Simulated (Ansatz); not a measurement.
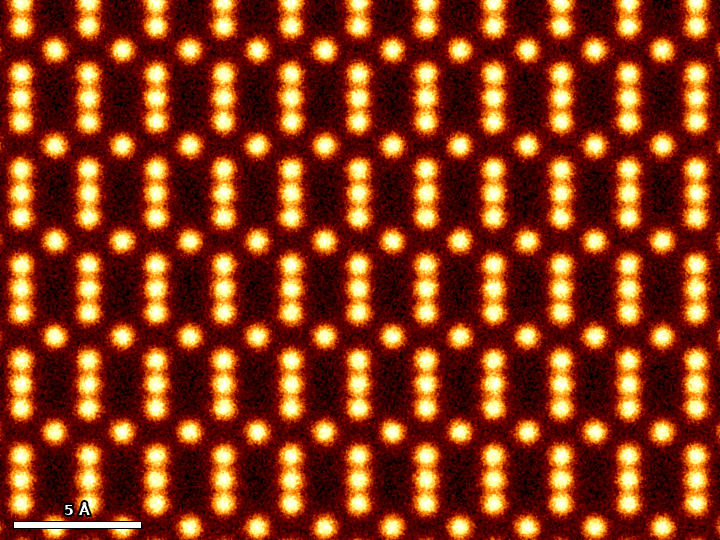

Z-contrast image of a crystal. The image is simulated as a sum over atoms of Z^1.7, blurred by a 0.61 Å probe (no channelling). The probe carries 25 % of its weight in a tail 2.5 times as wide. The display is stretched by a gamma of 0.65; percentages refer to the linear signal. Shot noise was added.

What two-dimensional lattice does the image show, and how large is its cell?

Answer. The pattern repeats on a rectangular net of 2.7 × 3.8 Å.

What is the plane group of the image?

Answer. p2mm: mirror lines in two perpendicular directions, with twofold points where they cross.

How many columns does the smallest repeating cell hold, and how many levels of brightness?

Answer. 4 columns in the primitive cell of 10.0 Å², all of one brightness.

The crystal is Ge (Pm-3n, No. 223) seen along [110]. Model: the geometry given to an electronic-structure calculation, possibly off equilibrium; the starting structure was generated, so it need not be a known form of this composition.
